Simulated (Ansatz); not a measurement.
## Single-point calculation, with input and output: C₁₆HSi₁₆ (part 1 of 2)

- system: C₁₆HSi₁₆ (slab, 33 atoms in the cell)
- method: DFT PBE+D3(BJ), scalar-relativistic, plane waves, PAW, PAW set soft_1, spin-polarised (Ansatz 0.2.0)

The structure derives from an entry of the Crystallography Open Database. Figures and captions count atoms from 1; the log counts them from 0 in places.

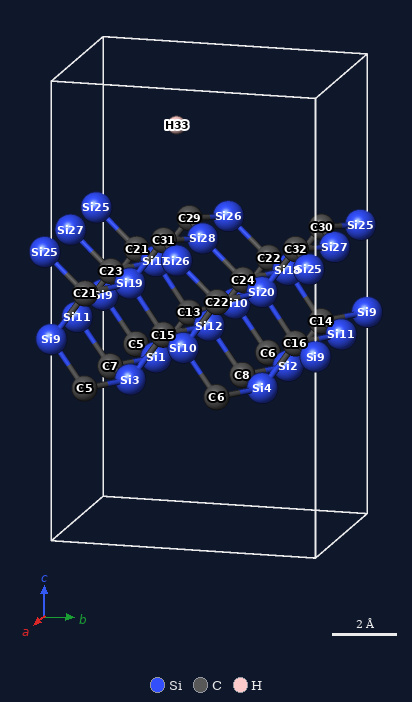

*The input geometry (ball-and-stick view of the cell of the calculation, with the vacuum cut short, seen slightly off an axis; atoms are numbered from 1 in the order of the input). An atom can appear more than once, as a periodic image.*

### Input
```yaml
crystal:
  lattice:
    - [6.1500408254, 0.0, 0.0]
    - [0.0, 8.6974711445, 0.0]
    - [0.0, 0.0, 22.0240399528]
  atoms:
    - { symbol: Si, position: [0.25, 0.25, 0.1816197214] }
    - { symbol: Si, position: [0.25, 0.75, 0.1816197214] }
    - { symbol: Si, position: [0.75, 0.25, 0.1816197214] }
    - { symbol: Si, position: [0.75, 0.75, 0.1816197214] }
    - { symbol: C, position: [0.0, 0.125, 0.1816197214] }
    - { symbol: C, position: [0.0, 0.625, 0.1816197214] }
    - { symbol: C, position: [0.5, 0.125, 0.1816197214] }
    - { symbol: C, position: [0.5, 0.625, 0.1816197214] }
    - { symbol: Si, position: [0.0, 0.0, 0.2514302652] }
    - { symbol: Si, position: [0.0, 0.5, 0.2514302652] }
    - { symbol: Si, position: [0.5, 0.0, 0.2514302652] }
    - { symbol: Si, position: [0.5, 0.5, 0.2514302652] }
    - { symbol: C, position: [0.25, 0.375, 0.2514302652] }
    - { symbol: C, position: [0.25, 0.875, 0.2514302652] }
    - { symbol: C, position: [0.75, 0.375, 0.2514302652] }
    - { symbol: C, position: [0.75, 0.875, 0.2514302652] }
    - { symbol: Si, position: [0.25, 0.2487676401, 0.3241346089] }
    - { symbol: Si, position: [0.25, 0.7487676401, 0.3241346089] }
    - { symbol: Si, position: [0.75, 0.2487676401, 0.3241346089] }
    - { symbol: Si, position: [0.75, 0.7487676401, 0.3241346089] }
    - { symbol: C, position: [0.0, 0.1276672686, 0.3228359847] }
    - { symbol: C, position: [0.0, 0.6276672686, 0.3228359847] }
    - { symbol: C, position: [0.5, 0.1276672686, 0.3228359847] }
    - { symbol: C, position: [0.5, 0.6276672686, 0.3228359847] }
    - { symbol: Si, position: [0.0, 0.9750565934, 0.3803269229] }
    - { symbol: Si, position: [0.0, 0.4750565934, 0.3803269229] }
    - { symbol: Si, position: [0.5, 0.9750565934, 0.3803269229] }
    - { symbol: Si, position: [0.5, 0.4750565934, 0.3803269229] }
    - { symbol: C, position: [0.25, 0.3762727029, 0.3915739334] }
    - { symbol: C, position: [0.25, 0.8762727029, 0.3915739334] }
    - { symbol: C, position: [0.75, 0.3762727029, 0.3915739334] }
    - { symbol: C, position: [0.75, 0.8762727029, 0.3915739334] }
    - { symbol: H, position: [0.5, 0.3762727029, 0.5459506965], spin: 1.0 }
basis:
  ecutwfc: 420
kpoints:
  mp_grid: { grid: [5, 3, 1] }
hamiltonian:
  xc: pbe
  pseudopotentials: { kind: paw, azcp: { folder: soft_1 } }
  dispersion: d3bj
scf:
  occupations: { method: gaussian, width: 0.05 }
output:
  forces: true
  eigenvalues: true
  populations: true
  write_density: true
  write_potential: true
  elf: true
  volumetric_format: npy
magnetization:
  spin_polarized: true
efield:
  axis: 3
  dipole_correction: true
  ramp_width: 0.04
```

Hardware: 4 threads of Arm Neoverse V1, 24 GiB of memory available, shared host.

Launch command:
```bash
ansatz run input.yaml --threads 4 --pin off --max-ram 12288MiB --backend cpu --events-out ev --progress --plain --runs-dir out
```

### Output
```
Engine: ansatz 0.2.0, aarch64-unknown-linux-gnu
Pseudopotentials: kind: paw
Pseudopotential: Si, paw, valence charge 4, recommended cutoff 420 eV (normal), [file]
Pseudopotential: C, paw, valence charge 4, recommended cutoff 420 eV (normal), [file]
Pseudopotential: H, paw, valence charge 1, recommended cutoff 420 eV (normal), [file]
Functional definition: PBE
  parameter kappa = 0.804
  parameter beta = 0.06672455060314922
  exchange = pbe_x(kappa = kappa, mu = beta*pi^2/3)
  correlation = pbe_c(beta = beta)
Crystal: 33 atoms, lattice volume = 1178.062 Å³
Basis set: ecut = 420 eV, 23025 PW (Γ), exchange–correlation on 90×120×300 points (8 copies of the dense FFT grid, shifted against one another)
Bands: 98, of which v1, the nominal top of the filled ones, is band 65 counted from 1 (64 counted from 0)
Symmetry: 2 space group operations
k-points: 6 of 15 (time reversal used)
Non-local potential: Si, projectors of the file, l = 0: 2, l = 1: 2, l = 2: 1
Non-local potential: C, projectors of the file, l = 0: 2, l = 1: 2, l = 2: 1
Non-local potential: H, projectors of the file, l = 0: 2, l = 1: 1
PAW form: soft (Blöchl's): semilocal exchange-correlation on the pseudo side does not see the compensation charge
PAW one-centre angular grid: Si, 110 points (default); XC on 64 Gauss nodes
PAW one-centre angular grid: C, 110 points (default); XC on 64 Gauss nodes
PAW one-centre angular grid: H, 110 points (default); XC on 64 Gauss nodes
Starting moments: Σ|m| = 1 μB on 1 of 33 sites
Initial wavefunctions: pseudopotential atomic-orbital guess
Functional: x = pbe(κ = 0.804, μ = 0.2195149727645171), c = pbe(β = 0.06672455060314922)
SCF iter   1: F=—  HF=-14230.510146 eV  |F-HF|=—  |Δ(HF+E_count)|=         —  Δρ=4.27e-2 (↑4.27e-2 ↓4.27e-2)  dr2=1.28e2  dr2_m=8.08e-3  M=1.000 μB ∫|m|=1.027 μB  β_m=1.00  ethr=3.10e-3  p=-0.000 e·Å  D=-3.44e-8 V/Å  ΔV_dip=0.00 eV  dr2_dipole=3.34e-1  V_vac-E_F(+/−)=7.59/7.59 eV  ⟨swp⟩=8.3  Hψ=6989  notcnv=0  defer=154
efield: sawtooth ramp at fractional position 0.8438 (placed from the atoms, in the widest stretch of the axis that holds none; the zero of the levels goes with the place), width 0.0400; the density the first Hamiltonian is built on has a dipole p = -0.000 e·Å; the dipole correction subtracts the counter field D = -3.44e-8 V/Å, which shifts the + side's vacuum level by +0.00 eV against the − side's; the planar-averaged density in the ramp window peaks in size at 4.5e-7 e/Å³
preconditioner: auto → Resta (q_TF=auto, 1.887 Å⁻¹)  ε∞=2.1  [insulator: Δε(μ)=0.619 eV  Ē_g=11.860 eV  σ=0.050 eV  W_gap=1.00  n_scr=134 (ndim 8)  ℏωp=12.3 eV  f_vac=0.584  D(μ)=0.00/eV (n_scr^D=0)  ε∞_Penn≈2.1  vacuum switching on, ρ_ref=1.0e-2 e/Å³]
spin=Collinear: Resta preconditioning applied to the charge; magnetization (m = ρ↑ − ρ↓) channel mixes plain (no charge-response kernel on spin).
SCF iter   2: F=—  HF=-14198.419950 eV  |F-HF|=—  |Δ(HF+E_count)|=    3.21e1  Δρ=1.75e-2 (↑1.75e-2 ↓1.75e-2)  dr2=1.99e1  dr2_m=2.44e-3  M=1.000 μB ∫|m|=1.013 μB  β_m=1.00  ethr=3.10e-3  p=-0.324 e·Å  D=-4.98e-2 V/Å  ΔV_dip=1.10 eV  dr2_dipole=8.42e-2  V_vac-E_F(+/−)=7.16/6.07 eV  ⟨swp⟩=5.7  Hψ=3035  notcnv=0  defer=336  κ⁻¹=1.0e0(r=1)
SCF iter   3: F=—  HF=-14193.554506 eV  |F-HF|=—  |Δ(HF+E_count)|=    4.87e0  Δρ=8.22e-3 (↑8.22e-3 ↓8.20e-3)  dr2=2.21e0  dr2_m=9.25e-4  M=1.000 μB ∫|m|=1.018 μB  β_m=1.00  ethr=3.10e-3  p=-0.094 e·Å  D=-1.44e-2 V/Å  ΔV_dip=0.32 eV  dr2_dipole=6.12e-3  V_vac-E_F(+/−)=5.49/5.17 eV  ⟨swp⟩=4.2  Hψ=2212  notcnv=0  defer=321  κ⁻¹=4.2e-2(r=2)
SCF iter   4: F=—  HF=-14193.276512 eV  |F-HF|=—  |Δ(HF+E_count)|=   2.78e-1  Δρ=5.26e-3 (↑5.26e-3 ↓5.24e-3)  dr2=9.66e-1  dr2_m=3.88e-4  M=1.000 μB ∫|m|=1.018 μB  β_m=1.00  ethr=1.71e-3  p=-0.136 e·Å  D=-2.09e-2 V/Å  ΔV_dip=0.46 eV  dr2_dipole=7.53e-2  V_vac-E_F(+/−)=5.55/5.09 eV  ⟨swp⟩=2.6  Hψ=1430  notcnv=0  defer=320  κ⁻¹=1.3e-2(r=3)
SCF iter   5: F=—  HF=-14193.189965 eV  |F-HF|=—  |Δ(HF+E_count)|=   8.65e-2  Δρ=2.10e-3 (↑2.10e-3 ↓2.08e-3)  dr2=4.23e-1  dr2_m=5.41e-5  M=1.000 μB ∫|m|=1.024 μB  β_m=1.00  ethr=7.49e-4  p=0.045 e·Å  D=6.96e-3 V/Å  ΔV_dip=-0.15 eV  dr2_dipole=1.03e-1  V_vac-E_F(+/−)=5.01/5.16 eV  ⟨swp⟩=3.4  Hψ=1460  notcnv=0  defer=319  κ⁻¹=4.1e-3(r=4)
SCF iter   6: F=—  HF=-14193.155740 eV  |F-HF|=—  |Δ(HF+E_count)|=   3.42e-2  Δρ=1.27e-3 (↑1.27e-3 ↓1.27e-3)  dr2=4.59e-2  dr2_m=1.81e-5  M=1.000 μB ∫|m|=1.019 μB  β_m=1.20  ethr=3.28e-4  p=-0.036 e·Å  D=-5.53e-3 V/Å  ΔV_dip=0.12 eV  dr2_dipole=2.43e-4  V_vac-E_F(+/−)=5.10/4.98 eV  ⟨swp⟩=2.7  Hψ=1242  notcnv=0  defer=319
Mixer restart at iter 6: flushing history
spin-set hold released at iteration 6 (site moments contracting): the magnetisation degrees of freedom join the quasi-Newton model from the next iteration; the mixer history was flushed
SCF iter   7: F=—  HF=-14193.156799 eV  |F-HF|=—  |Δ(HF+E_count)|=   1.06e-3  Δρ=8.65e-4 (↑8.65e-4 ↓8.63e-4)  dr2=2.15e-2  dr2_m=6.44e-7  M=1.000 μB ∫|m|=1.017 μB  β_m=1.20  ethr=3.56e-5  p=-0.045 e·Å  D=-6.93e-3 V/Å  ΔV_dip=0.15 eV  dr2_dipole=1.95e-4  V_vac-E_F(+/−)=5.11/4.96 eV  ⟨swp⟩=2.5  Hψ=1451  notcnv=0  defer=319  κ⁻¹=1.0e0(r=1)
density mixer auto → broyden: gapped, with many states about μ (density of states about μ 0.62 of a free-electron gas's, 134 screened modes)
SCF iter   8: F=—  HF=-14193.160798 eV  |F-HF|=—  |Δ(HF+E_count)|=   4.00e-3  Δρ=3.92e-4 (↑3.90e-4 ↓3.92e-4)  dr2=9.93e-3  dr2_m=4.94e-7  M=1.000 μB ∫|m|=1.018 μB  β_m=1.20  ethr=1.67e-5  p=-0.031 e·Å  D=-4.82e-3 V/Å  ΔV_dip=0.11 eV  dr2_dipole=1.64e-3  V_vac-E_F(+/−)=5.06/4.95 eV  ⟨swp⟩=2.5  Hψ=1500  notcnv=0  defer=319  κ⁻¹=4.3e-1(r=2)
SCF iter   9: F=—  HF=-14193.161991 eV  |F-HF|=—  |Δ(HF+E_count)|=   1.19e-3  Δρ=1.80e-4 (↑1.80e-4 ↓1.80e-4)  dr2=1.52e-3  dr2_m=2.81e-7  M=1.000 μB ∫|m|=1.018 μB  β_m=1.20  ethr=7.70e-6  p=-0.043 e·Å  D=-6.57e-3 V/Å  ΔV_dip=0.14 eV  dr2_dipole=7.12e-5  V_vac-E_F(+/−)=5.08/4.93 eV  ⟨swp⟩=1.9  Hψ=1007  notcnv=0  defer=319  κ⁻¹=3.0e-2(r=3)
SCF iter  10: F=—  HF=-14193.162590 eV  |F-HF|=—  |Δ(HF+E_count)|=   5.99e-4  Δρ=5.11e-5 (↑4.99e-5 ↓5.11e-5)  dr2=1.28e-4  dr2_m=1.21e-7  M=1.000 μB ∫|m|=1.018 μB  β_m=1.20  ethr=1.18e-6  p=-0.039 e·Å  D=-6.06e-3 V/Å  ΔV_dip=0.13 eV  dr2_dipole=4.58e-6  V_vac-E_F(+/−)=5.06/4.93 eV  ⟨swp⟩=2.8  Hψ=1749  notcnv=0  defer=319  κ⁻¹=5.4e-3(r=4)
SCF iter  11: F=—  HF=-14193.162711 eV  |F-HF|=—  |Δ(HF+E_count)|=   1.21e-4  Δρ=2.60e-5 (↑2.60e-5 ↓2.59e-5)  dr2=2.31e-5  dr2_m=1.84e-8  M=1.000 μB ∫|m|=1.018 μB  β_m=1.20  ethr=9.96e-8  p=-0.038 e·Å  D=-5.89e-3 V/Å  ΔV_dip=0.13 eV  dr2_dipole=3.91e-7  V_vac-E_F(+/−)=5.06/4.93 eV  ⟨swp⟩=3.1  Hψ=1776  notcnv=0  defer=319  κ⁻¹=4.5e-4(r=5)
SCF iter  12: F=—  HF=-14193.162620 eV  |F-HF|=—  |Δ(HF+E_count)|=   9.15e-5  Δρ=1.10e-5 (↑1.09e-5 ↓1.10e-5)  dr2=3.76e-6  dr2_m=1.29e-8  M=1.000 μB ∫|m|=1.018 μB  β_m=1.20  ethr=1.79e-8  p=-0.039 e·Å  D=-5.93e-3 V/Å  ΔV_dip=0.13 eV  dr2_dipole=7.54e-8  V_vac-E_F(+/−)=5.05/4.92 eV  ⟨swp⟩=2.1  Hψ=1750  notcnv=0  defer=319  κ⁻¹=7.0e-5(r=6)
SCF iter  13: F=—  HF=-14193.162631 eV  |F-HF|=—  |Δ(HF+E_count)|=   1.11e-5  Δρ=4.65e-6 (↑4.62e-6 ↓4.65e-6)  dr2=7.97e-7  dr2_m=2.11e-9  M=1.000 μB ∫|m|=1.018 μB  β_m=1.20  ethr=2.92e-9  p=-0.039 e·Å  D=-5.94e-3 V/Å  ΔV_dip=0.13 eV  dr2_dipole=2.73e-9  V_vac-E_F(+/−)=5.05/4.92 eV  ⟨swp⟩=2.5  Hψ=1503  notcnv=0  defer=319  κ⁻¹=2.1e-5(r=7)
SCF iter  14: F=—  HF=-14193.162632 eV  |F-HF|=—  |Δ(HF+E_count)|=   1.43e-6  Δρ=1.37e-6 (↑1.37e-6 ↓1.35e-6)  dr2=1.01e-7  dr2_m=2.35e-10  M=1.000 μB ∫|m|=1.018 μB  β_m=1.20  ethr=6.17e-10  p=-0.039 e·Å  D=-5.94e-3 V/Å  ΔV_dip=0.13 eV  dr2_dipole=3.78e-9  V_vac-E_F(+/−)=5.05/4.92 eV  ⟨swp⟩=2.5  Hψ=1622  notcnv=0  defer=319  κ⁻¹=9.5e-6(r=8)
SCF iter  15: F=-14193.162632 eV  HF=-14193.162632 eV  |F-HF|=2.23e-8  |Δ(HF+E_count)|=   8.24e-8  Δρ=6.00e-7 (↑5.94e-7 ↓6.00e-7)  dr2=1.64e-8  dr2_m=4.77e-11  M=1.000 μB ∫|m|=1.018 μB  ethr=7.75e-11  p=-0.039 e·Å  D=-5.95e-3 V/Å  ΔV_dip=0.13 eV  dr2_dipole=6.29e-10  V_vac-E_F(+/−)=5.05/4.92 eV  ⟨swp⟩=42.2  Hψ=15743  notcnv=0
SCF 1 converged in 15 iterations: F = -14193.162632 eV  dr2 = 1.64e-8
  greatest PAW one-centre occupation: 0.663 electrons in one spin orbital (limit 2), on the C atom at site 30 (counted from 0), in its partial waves of l = 0
```

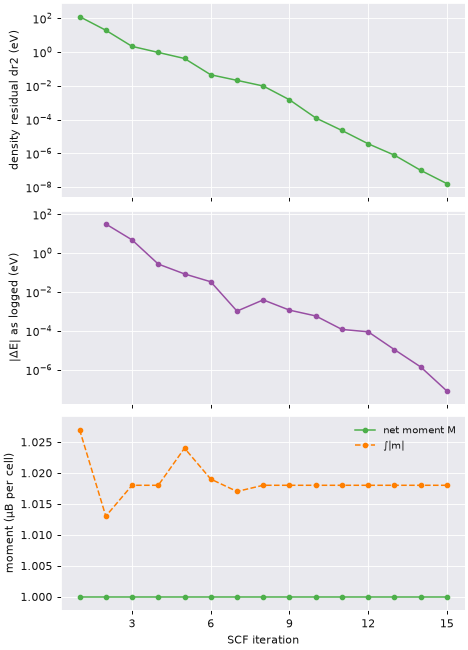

*Convergence of the self-consistent field: density residual dr2, size of the energy change and magnetic moment against the SCF iteration.*

The residual falls at every step. The net moment stays at 1.0 μB per cell.

```
WARN: The output density's exchange-correlation potential varies sharply where the density is thin. Do not read a vacuum level from v_tot or v_xc, or from such a field of the output density. On a cell that repeats whose density bears no net charge and no dipole along the vacuum's axis use v_es (v_loc + v_h of the components); under efield.dipole_correction with no amplitude use v_es + v_field, which holds any external_charges[].barrier, or the levels of the report's work_function block, which leave it out; under a non-zero efield.amplitude the vacuum is tilted and has no level; on a cell that repeats and bears such a dipole with no correction it is tilted too, and efield.dipole_correction with no amplitude gives each side of its ramp a level where efield: is served; in a cell that repeats whose density bears a net charge (total_charge, or a fill off its count) it is curved and has none; of a slab under crystal.periodic whose density bears no net charge use v_es, which has a level on each side, short of where the two are joined; of another it falls or rises all the way out and has none; of a slab beside external_charges read slab_vacuum_level instead, which it has where they leave it neutral. The grid or the basis barely resolves most such structure, and the values can differ between equally converged runs; as a rule a tighter scf.convergence.dr2_threshold does not remove it. Where the density itself ripples (under the LDA too) a higher basis.ecutwfc lessens it. The files hold the spikes' plane waves up to the density's cutoff. Files: v_tot_of_output_density and the like, and their columns of v_z.tsv (output.write_potential); v_xc_of_output_density and the like, and their columns of v_comp_z.tsv (output.write_potential_components). Measured: with its Gaussian average of σ = 0.25 Å subtracted twice, the exchange-correlation potential is over 0.1 eV at 3017 of the grid points where the equally averaged density (valence and model cores) is under 1e-3 e/Å³, and 1.31 eV at the most among them, at an averaged density of 1.4e-4 e/Å³. The input density's (outcome.potential() and, of a run that writes arrays, v_tot and v_xc) is over 0.1 eV, so measured, at 2694 points of its own thin density, 1.31 eV at the most. See output.write_potential in the manual, Limitations
this state was not tested for a lower state beside it, because the mixer in use, unlike msr1, does not test its closes by its own steps (another_mixer; see scf.mixing.algorithm and scf.lower_state_search)
SCF converged after 15 iterations
Magnetization: 1.0000 μB (65.0000 up, 64.0000 down)
Absolute magnetization: 1.0179 μB (∫|ρ↑−ρ↓|, with the PAW one-centre terms)
Spin contamination: 0.0002 ħ² per cell (⟨S²⟩ above its minimum at these occupations)
Per-site moments (μB) at R_I (Å): [(4.11393073778975e-5, 0.7767613175344256), (-3.882914686939932e-5, 0.7767613175344256), (4.113930737790347e-5, 0.7767613175344256), (-3.8829146869403985e-5, 0.7767613175344256), (6.892834820390007e-5, 0.7767613175344256), (0.0004539440896081293, 0.7767613175344256), (0.00022762071930014526, 0.7767613175344256), (0.00044454640913055456, 0.7767613175344256), (-2.5368129815409982e-6, 0.7767613175344256), (5.541521042517081e-6, 0.7767613175344256), (2.2231025490962376e-5, 0.7767613175344256), (-1.1123525399056396e-5, 0.7767613175344256), (0.00010793300953965928, 0.7767613175344256), (0.00010804422593868392, 0.7767613175344256), (0.00010793300953965898, 0.7767613175344256), (0.00010804422593868643, 0.7767613175344256), (0.00012050011848742338, 0.7646167520288787), (4.956287403230591e-7, 0.764616752028879), (0.00012050011848743388, 0.7646167520288787), (4.956287403225973e-7, 0.764616752028879), (-5.3274762421498946e-5, 0.756689115815276), (0.00010592081601454382, 0.756689115815276), (1.3307785927120173e-6, 0.756689115815276), (0.00021365096093314554, 0.756689115815276), (-1.7409990024295087e-6, 0.7336783445209041), (7.915093211003077e-5, 0.7336783445209043), (-1.227975243270171e-5, 0.7336783445209043), (-0.00021278650837069005, 0.7336783445209044), (0.0022322510934317014, 0.7336783445209044), (1.8705029814857727e-5, 0.7336783445209043), (0.0022322510934317088, 0.7336783445209043), (1.8705029814864138e-5, 0.7336783445209041), (0.9367737911771523, 1.5392352033310752)]
Free energy (F): -14193.162632 eV
Harris-Foulkes:  -14193.162632 eV  (|F-HF|=2.23e-8)
Internal energy: -14193.162632 eV  (E = F + TS)
E sigma→0 (E₀):  -14193.162632 eV
Entropy (-TS):   -0.000000 eV (-0.000 meV/atom)
Fermi energy:    -0.705568 eV
Dipole field:    D = -0.005959 V/Å  (p = -0.038795 e·Å, saw-weighted, corrected)
Work function:   Φ+ = 5.0543 eV   Φ− = 4.9231 eV
Levels:          The Fermi level and band energies are counted from a zero that moves with the ramp; work functions are not
--- Per-component energies (eV) ---
  E_band       = -889.799793
  E_kinetic    = 2093.107890
  E_local      = -54922.117362  (includes V_loc(G=0)·N_el)
  E_nonlocal   = 728.336255
  E_hartree    = 26537.962064
  E_xc         = -1675.875449
  E_vxc        = -1717.851074  (∫ρ·V_xc dr)
  E_paw        = -9782.134459  (= ΣΔE_a)
  E_vpaw       = -145.912786  (= ΣTr[D̂ρ^β])
  E_aug_tail   = 0.000109  (compensation charges beyond the density's cutoff)
  E_efield     = 0.000116  (sawtooth field / dipole correction)
  E_vefield    = -1.288925  (∫n·V_field dr)
  E_ewald      = 22834.448757
  E_disp       = -6.890554  (pairwise vdW)
  E_smearing   = -0.000000  (= −TS)
  E_closure    = 0.000000  (closes the sum)
  Σ components = -14193.162632   (vs F -14193.162632, Δ=0.00e0)
```
